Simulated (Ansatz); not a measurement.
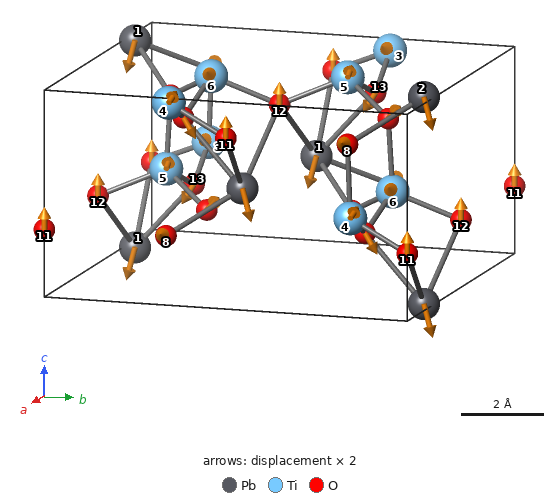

A relaxation of a crystal of Ti2PbO4 (a generated structure, set up in Ama2). The starting structure is drawn; orange arrows show the displacements (the part carried along by the change of the cell is left out), magnified 2 times.

Style: ball-and-stick. Shown: the conventional cell (2 times the calculation's cell), slightly off an axis. Lengths and directions refer to the drawn axes.

The start is a swapped structure.

All numbers below come from DFT, PAW plane waves, r2SCAN (Ansatz). (plane-wave cutoff 500 eV; k-point mesh 3 × 5 × 5; occupations fermi dirac; smearing width 0.1 eV; no spin polarisation; cell and atoms relaxed; force threshold 0.03 eV/Å; at most 60 steps)

Q: What did the optimiser do to the structure, and how much energy did it gain?

A: The largest moves relative to the cell, 0.43 Å, are those of Pb atoms. By element the largest moves are Pb 0.43 Å, O 0.37 Å, Ti 0.26 Å. Cell: a 8.502 → 9.033 Å (+6.3 %), b 9.343 → 9.330 Å (−0.1 %), c 5.175 → 5.253 Å (+1.5 %). Volume +7.7 %. Among the contacts that change: O–Pb 2.732 → 3.318 Å, Ti–Ti 3.360 → 3.086 Å, Ti–Ti 3.095 → 3.342 Å, O–Pb 2.369 → 2.611 Å. Among the angles between lasting bonds that change: O–Ti–O 110.8° → 141.3°, Pb–O–Ti 113.2° → 85.6°, Ti–O–Ti 132.8° → 109.5°. The space group stays Ama2 (No. 40). The energy falls by 217 meV per atom in 14 accepted moves (16 points after the start). The largest force component goes from 1.7 to 0.0049 eV/Å. The pressure goes from 16.52 to −0.01 GPa. The line search rejected the trial step at point 3 of the run. At 1 point the geometry stayed and the basis and grid were re-selected for the new cell (energy shift of 0.5 meV per atom at most each time). Cost: 15 min on 2 threads of Arm Neoverse V1 (shared host), peak memory 1.1 GiB.
